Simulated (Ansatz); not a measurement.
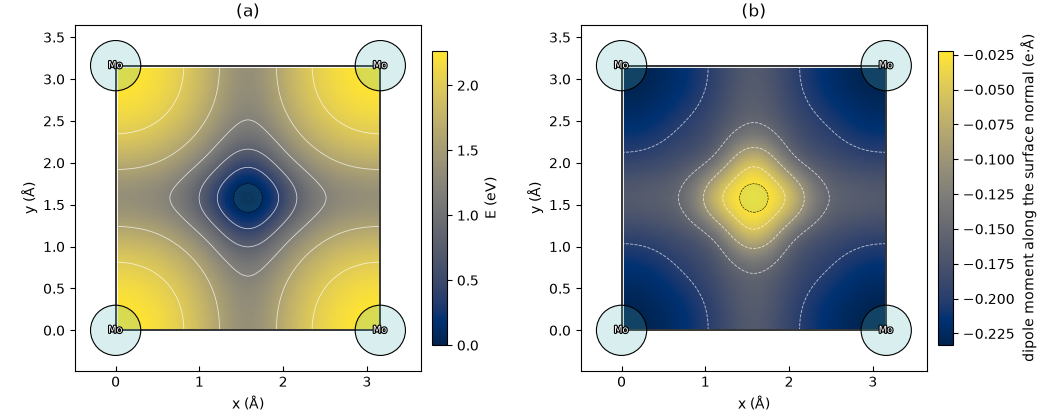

S on a Mo(100) slab cut from the Im-3m phase, its upper half relaxed before the scan (16 atoms of substrate and one adsorbate in a 2 × 2 cell). 
- S is moved over the surface cell; relaxed at each place: the height of the adsorbate's atoms; substrate rigid; the origin of the map has the adsorbate above Mo13.
- Places are given modulo a cell vector. The map is drawn in real space over the plane of the surface.
- The grid has 8 × 8 points; 15 points were computed and 49 follow by symmetry.
- Places are given in fractions of the 1 × 1 surface cell.
- All energies are given in eV relative to the lowest grid point.
- All numbers below come from DFT PBE, scalar-relativistic, plane waves, PAW (Ansatz). Settings: cutoff 420 eV, k-mesh 4×4×1, gaussian smearing 0.1 eV, no spin polarisation.

Panel (a) is the energy; panel (b) is the computed dipole moment along the surface normal, in e·Å.

In the figure: a smooth colour map with a few white contour lines, labelled circles for the atoms of the top layer and small ones for the second layer, the outline of one cell of the plane. Between grid points the surface is interpolated.

Question: How does the dipole moment along the surface normal vary over the map, and what is it at the lowest grid point?

Answer: It runs from −0.23 e·Å at the top site over a surface Mo atom, (0/8, 0/8) of the cell vectors to −0.02 e·Å at a fourfold hollow over a second-layer Mo atom, (4/8, 4/8) of the cell vectors. At the lowest grid point, a fourfold hollow over a second-layer Mo atom, (4/8, 4/8) of the cell vectors, it is −0.02 e·Å.

PAW datasets: the set soft_1.
